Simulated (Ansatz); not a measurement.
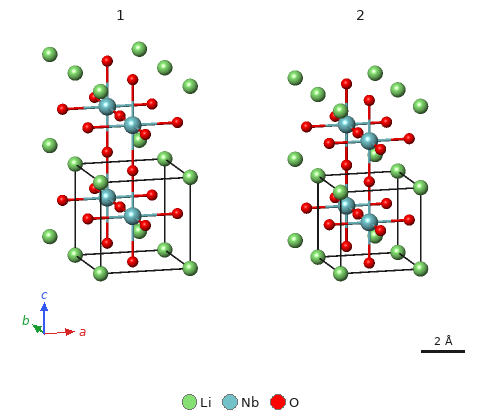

Two geometries of crystalline LiNbO₃ (built on the cubic perovskite type), drawn at one scale. One is the start of a relaxation, the other its converged end. A ball-and-stick model of the cell of the calculation, repeated 1 × 2 × 2 with one cell outlined, seen slightly off an axis.

Theory: DFT, PBE, plane waves, PAW (Ansatz 0.2.0). Settings: plane-wave cutoff 420 eV; k-point mesh 6 × 6 × 6; occupations fermi dirac; smearing width 0.02 eV; no spin polarisation; cell and atoms relaxed; force threshold 0.005 eV/Å.

Question: Which of the two is the end point?

Answer: Structure 2 is the relaxed one. After 5 accepted moves (7 points after the start) the energy has fallen by 3.118 eV per cell of the calculation. All forces vanish by symmetry, so only the cell relaxes. The pressure goes from −29.06 to −0.01 GPa. The SCF was repeated twice at an unchanged geometry on a basis and grid sized afresh for the cell, which shifted the energy by 16.0 meV per cell of the calculation at most. The atoms keep their places relative to the cell (all moves are under 0.005 Å). The volume changes by −28.8 %, with a = b = c 4.431 → 3.956 Å (−10.7 %). Among the contacts that change: Nb–O 2.215 → 1.978 Å. The space group stays Pm-3m (No. 221).
